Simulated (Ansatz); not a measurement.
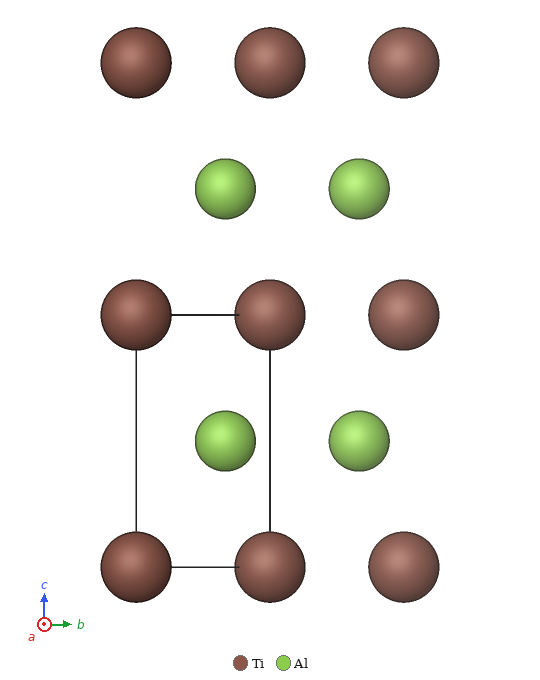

Projection along an edge of the hexagonal mesh, stacking direction c upwards. Every atom sits on one of the three columns of the mesh; call them A, B, C in the order in which they first turn up. The sequence starts with the first layer at or above the cell's origin.

TiAl: the input geometry of an electronic-structure calculation (not necessarily at equilibrium).

Q: List the layers of one repeat.

A: Ti(A) – Al(B) (two layers in 4.68 Å).

Q: Taking all atoms as equal spheres, what packing is it?

A: As equal spheres, AB: hexagonal close packing.

Heights of the layers:

```tsv
layer	atoms (column)	height (Å)	to next (Å)
1	Ti(A)	0.00	2.34
2	Al(B)	2.34	2.34
```
